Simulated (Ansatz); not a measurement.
Single-point calculation, with input and output: Ga2O3 (part 2 of 2)

Ga2O3 (C2/m, 40 atoms in the cell); DFT PBE, scalar-relativistic, plane waves, PAW, no spin polarisation (Ansatz 0.2.0); cutoff 420 eV, 2×2×2 k-mesh, Gaussian smearing of 0.02 eV. The structure derives from a Materials Project entry. It belongs to a series of runs on one base structure; here: the perfect crystal in a cell of 40 atoms.

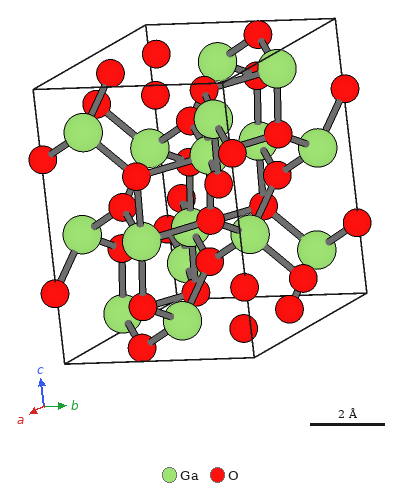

Figure 1. The structure (ball-and-stick view of the cell of the calculation, seen slightly off an axis).

Output, continued
```
  k-point 0: bands = ["-10.9399", "-10.4712", "-10.2642", "-10.2390", "-10.1866", "-10.1120", "-10.0289", "-10.0168", "-10.0124", "-9.8542", "-9.7987", "-9.7802", "-9.7131", "-9.6801", "-9.6600", "-9.6101", "-9.5723", "-9.5216", "-9.4565", "-9.4523", "-9.4358", "-9.4267", "-9.3967", "-9.3696", "-5.4181", "-5.3890", "-5.3886", "-5.3821", "-5.3665", "-5.3317", "-5.3252", "-5.3212", "-5.3118", "-5.3085", "-5.3039", "-5.2952", "-5.2776", "-5.2759", "-5.2671", "-5.2668",
      "-5.2666", "-5.2521", "-5.2475", "-5.2464", "-5.2263", "-5.2251", "-5.2155", "-5.2098", "-5.2039", "-5.1952", "-5.1941", "-5.1878", "-5.1841", "-5.1833", "-5.1744", "-5.1680", "-5.1666", "-5.1585", "-5.1523", "-5.1355", "-5.1291", "-5.1213", "-5.1165", "-5.1152", "-5.1125", "-5.0980", "-5.0893", "-5.0723", "-5.0590", "-5.0527", "-5.0495", "-5.0487", "-5.0288", "-5.0272", "-5.0231", "-5.0179", "-5.0060", "-5.0056", "-5.0035", "-5.0012",
      "-4.9994", "-4.9841", "-4.9761", "-4.9747", "-4.9699", "-4.9559", "-4.9549", "-4.9441", "-4.9404", "-4.9052", "-4.8579", "-4.8566", "-4.8162", "-4.7993", "-4.6746", "-4.5626", "-4.5536", "-4.4848", "-4.4028", "-4.3927", "-4.3543", "-4.2962", "-4.2669", "-4.2598", "0.7706", "1.0174", "1.1516", "1.4461", "1.5294", "1.7186", "1.8094", "1.8259", "2.2132", "2.3961", "2.4851", "2.6167", "2.6678", "2.7041", "2.7595", "3.0025",
      "3.1728", "3.4981", "3.6939", "3.7715", "3.8322", "3.8946", "3.9480", "3.9699", "4.1235", "4.3105", "4.3235", "4.4703", "4.5148", "4.5461", "4.6262", "4.6886", "4.9006", "4.9227", "5.0129", "5.0656", "5.0987", "5.2843", "5.3462", "5.4069", "5.4282", "5.5807", "5.6237", "5.7160", "5.8308", "5.8468", "5.8870", "6.0250", "6.1330", "6.1532", "6.1753", "6.3536", "6.3970", "6.4405", "6.4552", "6.4570",
      "6.6030", "6.6489", "6.7131", "6.7876", "6.7884", "6.8076", "6.9402", "6.9456", "6.9532", "7.0018", "7.0123", "7.0700", "7.2638", "7.4098", "7.4727", "7.5174", "10.4768", "12.9517", "13.0517", "13.1958", "13.3286", "13.3566", "13.5260", "13.6152", "13.6925", "13.9978", "14.0567", "14.1758", "14.5045", "14.5167", "14.5821", "15.2287", "15.3889", "15.4213", "15.4648", "15.8175", "16.0020", "16.2483", "16.2924", "16.4039",
      "16.6409", "16.8134", "16.9992", "17.0996"]
  k-point 1: bands = ["-10.8489", "-10.6456", "-10.3243", "-10.3014", "-10.1629", "-10.0133", "-9.9896", "-9.9213", "-9.9172", "-9.8991", "-9.8742", "-9.7367", "-9.6970", "-9.6813", "-9.6765", "-9.6133", "-9.5765", "-9.5198", "-9.5012", "-9.4486", "-9.4320", "-9.4212", "-9.4102", "-9.3857", "-5.4293", "-5.3930", "-5.3810", "-5.3693", "-5.3602", "-5.3329", "-5.3312", "-5.3304", "-5.3120", "-5.3051", "-5.3028", "-5.2829", "-5.2792", "-5.2730", "-5.2684", "-5.2649",
      "-5.2616", "-5.2574", "-5.2566", "-5.2561", "-5.2383", "-5.2271", "-5.2139", "-5.2110", "-5.2088", "-5.1954", "-5.1886", "-5.1877", "-5.1862", "-5.1809", "-5.1710", "-5.1692", "-5.1528", "-5.1474", "-5.1458", "-5.1434", "-5.1376", "-5.1328", "-5.1233", "-5.1211", "-5.1183", "-5.0990", "-5.0785", "-5.0614", "-5.0559", "-5.0555", "-5.0537", "-5.0505", "-5.0373", "-5.0336", "-5.0150", "-5.0149", "-5.0069", "-5.0057", "-5.0048", "-5.0006",
      "-4.9987", "-4.9910", "-4.9891", "-4.9706", "-4.9687", "-4.9608", "-4.9575", "-4.9468", "-4.8974", "-4.8861", "-4.8668", "-4.8191", "-4.7623", "-4.7197", "-4.6905", "-4.6699", "-4.5840", "-4.5421", "-4.4178", "-4.4090", "-4.3295", "-4.2800", "-4.2672", "-4.2568", "0.9830", "1.1834", "1.3497", "1.4255", "1.5698", "1.5809", "1.6572", "1.7885", "1.9564", "1.9612", "2.1223", "2.6964", "2.7664", "2.7850", "2.9060", "3.3730",
      "3.3975", "3.6290", "3.6402", "3.7573", "3.8681", "3.8716", "3.9343", "3.9988", "4.1857", "4.2136", "4.2671", "4.2917", "4.3150", "4.4655", "4.6351", "4.6741", "4.8256", "4.9001", "4.9563", "5.0989", "5.4580", "5.4854", "5.4862", "5.5120", "5.5145", "5.5369", "5.6160", "5.6812", "5.6945", "5.7792", "5.8322", "5.9854", "6.0606", "6.1730", "6.2268", "6.2596", "6.3100", "6.5492", "6.5628", "6.5895",
      "6.6063", "6.6128", "6.6639", "6.6948", "6.7874", "6.8000", "6.8227", "6.8633", "6.9724", "7.0916", "7.1221", "7.1459", "7.2345", "7.2750", "7.3946", "7.4690", "11.0449", "12.1694", "12.7173", "13.1107", "13.2043", "13.2944", "13.6558", "13.6950", "13.7692", "13.9910", "14.1116", "14.4345", "14.4484", "14.7255", "14.8617", "14.8955", "15.0391", "15.6346", "15.9292", "16.0484", "16.1369", "16.2987", "16.3040", "16.4946",
      "16.6931", "16.7560", "17.2278", "17.2525"]
  k-point 2: bands = ["-10.8269", "-10.5450", "-10.4187", "-10.3555", "-10.2264", "-10.0242", "-10.0080", "-9.9095", "-9.9088", "-9.8657", "-9.8113", "-9.7763", "-9.7427", "-9.6615", "-9.6417", "-9.6102", "-9.5370", "-9.5007", "-9.4936", "-9.4865", "-9.4558", "-9.4201", "-9.3946", "-9.3765", "-5.4029", "-5.4029", "-5.3946", "-5.3804", "-5.3753", "-5.3476", "-5.3393", "-5.3185", "-5.3069", "-5.2999", "-5.2953", "-5.2932", "-5.2931", "-5.2816", "-5.2815", "-5.2788",
      "-5.2627", "-5.2616", "-5.2576", "-5.2561", "-5.2478", "-5.2199", "-5.2100", "-5.2017", "-5.2008", "-5.1967", "-5.1960", "-5.1956", "-5.1890", "-5.1772", "-5.1684", "-5.1638", "-5.1585", "-5.1481", "-5.1421", "-5.1312", "-5.1277", "-5.1265", "-5.1178", "-5.1138", "-5.1131", "-5.1059", "-5.1055", "-5.0870", "-5.0798", "-5.0603", "-5.0564", "-5.0421", "-5.0355", "-5.0346", "-5.0285", "-5.0252", "-5.0170", "-5.0057", "-5.0015", "-4.9996",
      "-4.9947", "-4.9943", "-4.9923", "-4.9666", "-4.9641", "-4.9595", "-4.9555", "-4.9227", "-4.9093", "-4.8504", "-4.8366", "-4.7357", "-4.7183", "-4.6245", "-4.6039", "-4.5968", "-4.5826", "-4.5736", "-4.4493", "-4.4331", "-4.4328", "-4.3857", "-4.3300", "-4.2344", "1.1133", "1.1491", "1.2653", "1.5221", "1.5364", "1.5826", "1.6482", "1.7070", "1.8658", "2.0485", "2.1336", "2.6426", "2.7761", "2.7982", "3.0942", "3.1811",
      "3.2125", "3.3385", "3.4875", "3.6487", "3.7684", "3.9783", "4.0262", "4.1370", "4.2819", "4.2826", "4.3172", "4.4413", "4.5401", "4.7352", "4.7507", "4.8486", "4.9402", "4.9521", "4.9727", "5.1276", "5.1968", "5.2500", "5.2555", "5.3073", "5.3779", "5.4187", "5.4536", "5.7270", "5.7616", "5.8578", "6.0315", "6.0884", "6.1679", "6.2719", "6.2835", "6.3113", "6.3962", "6.4363", "6.4803", "6.5316",
      "6.5465", "6.6005", "6.7152", "6.7160", "6.7674", "6.8193", "6.8573", "6.8732", "6.9941", "7.0381", "7.0582", "7.0916", "7.0961", "7.3942", "7.4412", "7.4806", "11.3717", "12.2390", "12.7471", "12.7652", "12.8445", "13.5312", "13.6093", "13.7644", "13.9652", "14.0394", "14.1406", "14.3669", "14.3680", "14.8500", "14.9323", "15.0015", "15.2814", "15.5322", "15.5540", "15.5680", "16.0807", "16.1122", "16.2709", "16.4948",
      "16.5457", "16.8778", "16.9953", "17.0856"]
  k-point 3: bands = ["-10.7922", "-10.6481", "-10.3974", "-10.3482", "-10.1199", "-10.0254", "-9.9792", "-9.9731", "-9.9090", "-9.8597", "-9.8113", "-9.7564", "-9.7378", "-9.7031", "-9.6982", "-9.6318", "-9.5510", "-9.4880", "-9.4658", "-9.4625", "-9.4584", "-9.4177", "-9.4104", "-9.3525", "-5.4087", "-5.3929", "-5.3799", "-5.3775", "-5.3754", "-5.3592", "-5.3340", "-5.3265", "-5.3168", "-5.3039", "-5.2983", "-5.2899", "-5.2895", "-5.2883", "-5.2802", "-5.2726",
      "-5.2710", "-5.2663", "-5.2649", "-5.2577", "-5.2534", "-5.2176", "-5.2151", "-5.2122", "-5.2000", "-5.1987", "-5.1912", "-5.1855", "-5.1806", "-5.1683", "-5.1669", "-5.1633", "-5.1536", "-5.1459", "-5.1417", "-5.1391", "-5.1359", "-5.1332", "-5.1297", "-5.1104", "-5.1071", "-5.1047", "-5.0914", "-5.0875", "-5.0657", "-5.0554", "-5.0462", "-5.0448", "-5.0436", "-5.0385", "-5.0367", "-5.0191", "-5.0185", "-5.0048", "-5.0020", "-4.9958",
      "-4.9925", "-4.9845", "-4.9826", "-4.9802", "-4.9678", "-4.9604", "-4.9550", "-4.9253", "-4.8662", "-4.8652", "-4.7939", "-4.7592", "-4.7038", "-4.6904", "-4.6689", "-4.6297", "-4.5736", "-4.5243", "-4.4864", "-4.4279", "-4.4009", "-4.3605", "-4.3156", "-4.2325", "0.9442", "1.1932", "1.3009", "1.3828", "1.6836", "1.7098", "1.8446", "1.8614", "1.8754", "1.9348", "2.2100", "2.2537", "2.6545", "2.8050", "3.0720", "3.0821",
      "3.2190", "3.2838", "3.4824", "3.7622", "3.9028", "3.9985", "4.1412", "4.1776", "4.2670", "4.3041", "4.3806", "4.3971", "4.5337", "4.6500", "4.7162", "4.7298", "4.8696", "4.9591", "4.9708", "5.0732", "5.2135", "5.3227", "5.4324", "5.4544", "5.4652", "5.5665", "5.5925", "5.6171", "5.6556", "5.7584", "5.8557", "6.0437", "6.0709", "6.0881", "6.2873", "6.3339", "6.4088", "6.4150", "6.4967", "6.5022",
      "6.5979", "6.6464", "6.6819", "6.7512", "6.7814", "6.8837", "6.8921", "6.9676", "6.9919", "7.0118", "7.0119", "7.0472", "7.1171", "7.4362", "7.4436", "7.4980", "11.2916", "12.3184", "12.8038", "12.8681", "12.9954", "13.3318", "13.5013", "13.6957", "13.8300", "13.9830", "14.0599", "14.2910", "14.7374", "14.8052", "14.8225", "14.9447", "15.0533", "15.5165", "15.7955", "15.8349", "16.2145", "16.2600", "16.2638", "16.5108",
      "16.6670", "16.8465", "16.8723", "16.9408"]
```

Summary

| quantity | value |
| --- | --- |
| outcome | converged |
| space group (tolerance 0.01 Å) | C2/m (12) |
| electrons treated | 352 |
| free energy | −74160.4897 eV |
| Fermi energy | 8.997 eV |
| gap on the k-point mesh | 2.96 eV |
| pressure | 0.03 GPa |
| largest force (length of the vector) | 0.002 eV/Å |
| wall time | 3.9 s (CPU time 29 s) |
| peak memory | 1.9 GiB |
